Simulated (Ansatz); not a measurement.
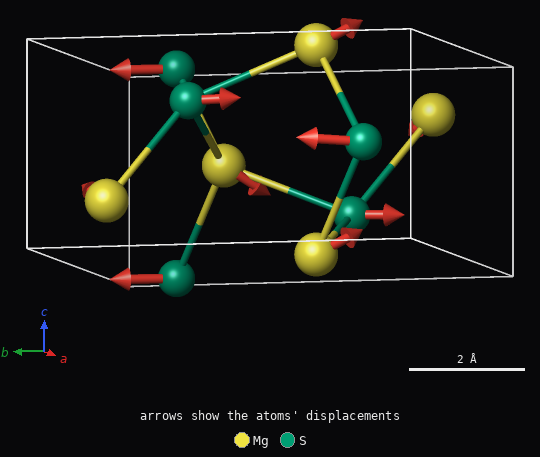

One vibrational mode of a crystal of MgS (a generated structure) at the zone centre. The red arrows give the relative displacements of the atoms. Style: ball-and-stick. Shown: the cell of the calculation, from a free direction.

Level of theory: DFT PBE, scalar-relativistic, plane waves, PAW in Ansatz. Settings: plane-wave cutoff 420 eV; k-point mesh 4 × 4 × 6; occupations fixed; no spin polarisation.

Frequencies are those without the non-analytic (LO–TO) term.

What mode is this, and where does it lie in the spectrum?

Answer. This is the E mode (doubly degenerate; one member of the set is drawn) at 221 cm⁻¹, optical level 7 of 16, counted from below (1 lower level is imaginary, so the structure is unstable), infrared- and Raman-active by symmetry. The kinetic energy is shared as S 73 %, Mg 27 %. Its infrared intensity is 2.6 (D/Å)²/amu for the set.
